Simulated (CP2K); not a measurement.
## Energy of SrCl2 along an even scaling of the cell

System: SrCl2 (3 atoms in the cell).
Method: Kohn-Sham DFT of a periodic cell, PBE, GTH-PBE with UZH-TZVP basis, no spin polarisation (CP2K 2026.2).

The 6 runs differ only in the geometry, by an even scaling of the cell at fixed fractional positions. The structure derives from an entry of the Crystallography Open Database.

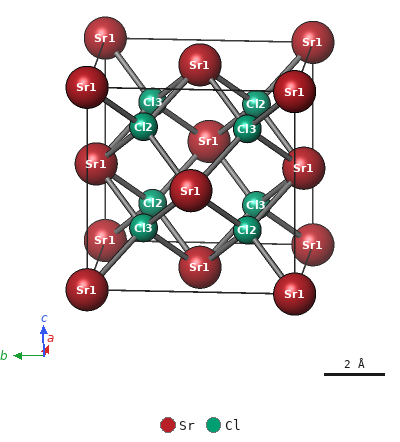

Figure 1. The structure of run 4 (ball-and-stick view of the cell 4 times as large as that of the calculation, set on its symmetry axes, seen at an oblique angle; atoms are numbered from 1 in the order of the input).

### Input of run 4
```
&GLOBAL
  PROJECT srcl2_eos
  RUN_TYPE ENERGY_FORCE
  PRINT_LEVEL LOW
&END GLOBAL
&FORCE_EVAL
  METHOD QS
  STRESS_TENSOR ANALYTICAL
  &DFT
    BASIS_SET_FILE_NAME BASIS_MOLOPT_UZH
    POTENTIAL_FILE_NAME POTENTIAL_UZH
    WFN_RESTART_FILE_NAME previous-RESTART.kp
    &MGRID
      CUTOFF 600
      REL_CUTOFF 60
      NGRIDS 4
    &END MGRID
    &QS
      METHOD GPW
      EPS_DEFAULT 1.0E-10
    &END QS
    &KPOINTS
      SCHEME MONKHORST-PACK 7 7 7
      GAMMA_CENTERED T
      SYMMETRY T
      SYMMETRY_BACKEND SPGLIB
    &END KPOINTS
    &SCF
      SCF_GUESS RESTART
      EPS_SCF 1.0E-6
      MAX_SCF 100
      ADDED_MOS 12
      CHOLESKY OFF
      EPS_EIGVAL 1.0E-7
      &DIAGONALIZATION ON
        ALGORITHM STANDARD
      &END DIAGONALIZATION
      &MIXING ON
        METHOD BROYDEN_MIXING
        ALPHA 0.4
        BETA 1.5
        NBUFFER 8
      &END MIXING
      &SMEAR ON
        METHOD FERMI_DIRAC
        ELECTRONIC_TEMPERATURE 580.23
      &END SMEAR
    &END SCF
    &XC
      &XC_FUNCTIONAL
        &GGA_X_PBE
        &END GGA_X_PBE
        &GGA_C_PBE
        &END GGA_C_PBE
      &END XC_FUNCTIONAL
    &END XC
    &PRINT
      &KPOINTS ON
      &END KPOINTS
      &MULLIKEN ON
      &END MULLIKEN
      &MO ON
        ENERGIES T
        OCCUPATION_NUMBERS T
        &EACH
          QS_SCF 0
        &END EACH
        ADD_LAST NUMERIC
      &END MO
    &END PRINT
  &END DFT
  &SUBSYS
    &CELL
      A 4.9659435071 0.0000000000 0.0000000000
      B 2.4829717536 4.3006332309 0.0000000000
      C 2.4829717536 1.4335444103 4.0546758947
      PERIODIC XYZ
    &END CELL
    &COORD
      Sr  0.0000000000 0.0000000000 0.0000000000
      Cl  7.4489152607 4.3006332309 3.0410069210
      Cl  2.4829717536 1.4335444103 1.0136689737
    &END COORD
    &KIND Sr
      BASIS_SET TZVP-MOLOPT-PBE-GTH-q10
      POTENTIAL GTH-PBE-q10
    &END KIND
    &KIND Cl
      BASIS_SET TZVP-MOLOPT-PBE-GTH-q7
      POTENTIAL GTH-PBE-q7
    &END KIND
    &PRINT
      &ATOMIC_COORDINATES ON
      &END ATOMIC_COORDINATES
      &CELL ON
      &END CELL
      &SYMMETRY ON
      &END SYMMETRY
    &END PRINT
  &END SUBSYS
  &PRINT
    &FORCES ON
    &END FORCES
    &STRESS_TENSOR ON
    &END STRESS_TENSOR
  &END PRINT
&END FORCE_EVAL
```

Command:
```bash
OMP_NUM_THREADS=1 cp2k.psmp -i srcl2_eos.inp -o srcl2_eos.out
```

Lattice vectors (Å) and fractional positions of run 4:
```
   4.965944    0.000000    0.000000
   2.482972    4.300633    0.000000
   2.482972    1.433544    4.054676
Sr  0.000000  0.000000  0.000000
Cl  0.750000  0.750000  0.750000
Cl  0.250000  0.250000  0.250000
```

Run 5 differs from it as follows:
```diff
-      A 4.9659435071 0.0000000000 0.0000000000
-      B 2.4829717536 4.3006332309 0.0000000000
-      C 2.4829717536 1.4335444103 4.0546758947
+      A 4.9981907971 0.0000000000 0.0000000000
+      B 2.4990953986 4.3285602033 0.0000000000
+      C 2.4990953986 1.4428534011 4.0810056967
-      Cl  7.4489152607 4.3006332309 3.0410069210
-      Cl  2.4829717536 1.4335444103 1.0136689737
+      Cl  7.4972861957 4.3285602033 3.0607542725
+      Cl  2.4990953986 1.4428534011 1.0202514242
```

### Results, with one run withheld

| run | volume per atom (Å³) | free energy per atom, from the lowest run given (meV) | pressure (GPa) | gap on the mesh (eV) |
| --- | --- | --- | --- | --- |
| 1 | 26.601 | 35.20 | 4.37 | 5.57 |
| 2 | 27.167 | 21.65 | 3.32 | 5.49 |
| 3 | 27.733 | 11.60 | 2.38 | 5.41 |
| 4 | 28.865 | 0.67 | 0.77 | 5.25 |
| 5 | 29.431 | ? | ? | ? |
| 6 | 29.997 | 0.00 | −0.54 | 5.10 |

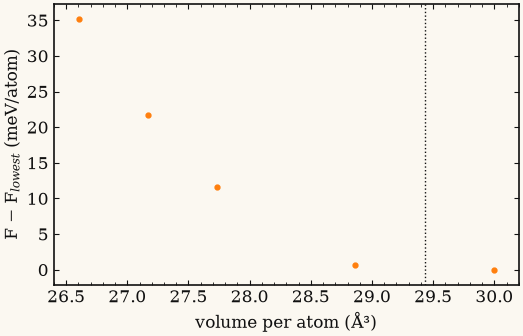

Figure 2. Free energy per atom of the runs given; the dotted line marks run 5.

Fit the runs given and predict run 5.

A cubic polynomial in V^(−2/3) (the Birch–Murnaghan form), fitted to the 5 runs given, misses them by under 0.01 meV per atom. With x = V^(−2/3) − 0.10837 Å⁻², it reads F = 7.6056 + 4658.6 x + 6.4721e+05 x² + 1.2579e+06 x³ (meV per atom). At run 5 it gives −0.82 meV per atom, and the run itself gives −0.82. The slope of the fit gives a pressure −dF/dV of 0.08 GPa there, and the run prints 0.08 GPa. The fit has its minimum at 29.504 Å³ per atom, where V d²F/dV² gives 33.5 GPa: the bulk modulus at this level, since symmetry fixes the shape and the positions. The gap on the mesh goes, without turning, from 5.57 eV in run 1 to 5.10 eV in run 6; run 5 has 5.17 eV. These are gaps of this functional on this mesh, which can miss the band edges; they aren't the measured gap.

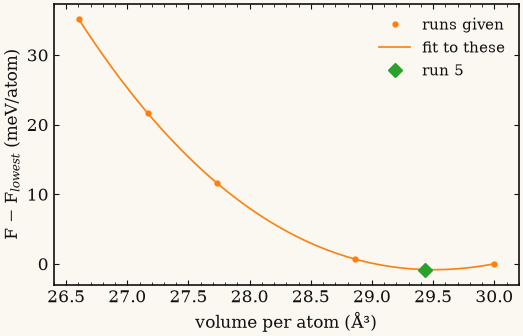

Figure 3. The fit and the withheld run.

### Some lines of the output (run 5)
```
[...]
 MO| E(Fermi):            0.118739 a.u.          3.231060 eV
 MO| Band gap:            0.286014 a.u.          7.782824 eV
 MO| Band gap:            0.267343 a.u.          7.274761 eV
 MO| Band gap:            0.242184 a.u.          6.590151 eV
 MO| Band gap:            0.221214 a.u.          6.019551 eV
 MO| Band gap:            0.244681 a.u.          6.658122 eV
 MO| Band gap:            0.268663 a.u.          7.310680 eV
 MO| Band gap:            0.256728 a.u.          6.985915 eV
 MO| Band gap:            0.247356 a.u.          6.730908 eV
 MO| Band gap:            0.235277 a.u.          6.402218 eV
 MO| Band gap:            0.244424 a.u.          6.651105 eV
 MO| Band gap:            0.254170 a.u.          6.916322 eV
 MO| Band gap:            0.247432 a.u.          6.732978 eV
 MO| Band gap:            0.264022 a.u.          7.184409 eV
```
